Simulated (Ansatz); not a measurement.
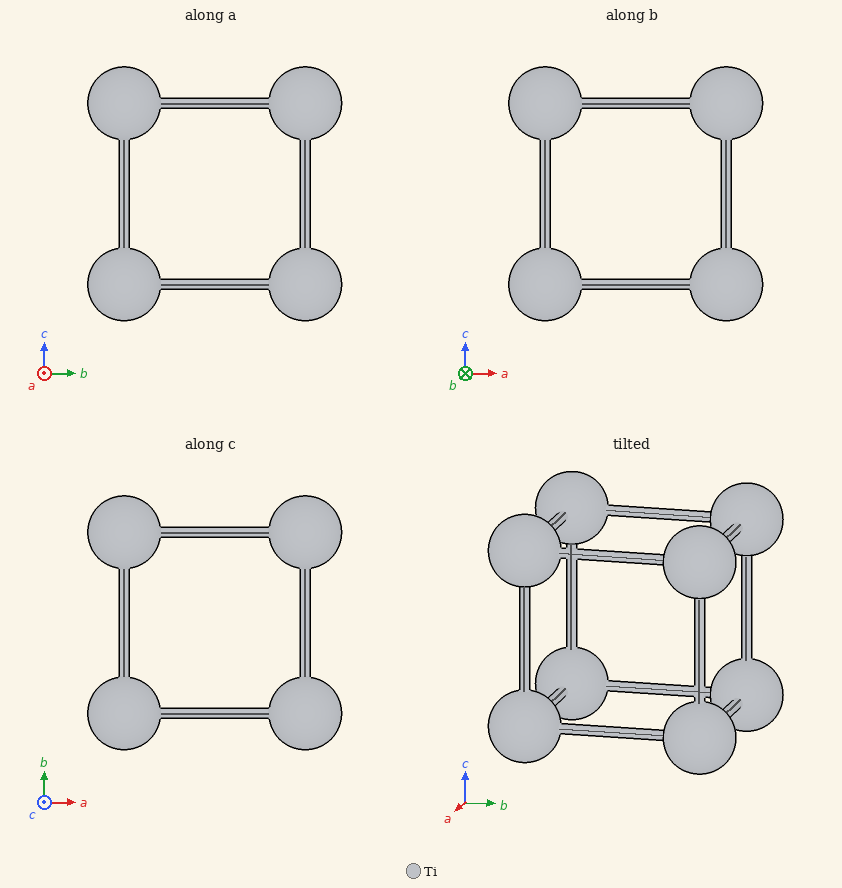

A ball-and-stick rendering, viewed along the a axis, along the b axis, along the c axis and slightly off an axis. The wireframe shows the conventional unit cell.

Lattice parameters: a = 2.640 Å, b = 2.640 Å, c = 2.640 Å, α = 90.00°, β = 90.00°, γ = 90.00°. Put a along x and b in the xy plane.

Q: Give the atomic positions as a POSCAR file.

A:
```
Ti
1.0
     2.640    0.000    0.000
     0.000    2.640    0.000
     0.000    0.000    2.640
Ti
1
Direct
  0.0000 0.0000 0.0000
```

Origin of the cell: a structure type filled with this element by a generator (whether the element takes this form wasn't checked). Relaxation method: DFT, PBE, PAW with Ansatz's default frozen-core files, scalar-relativistic in Ansatz.
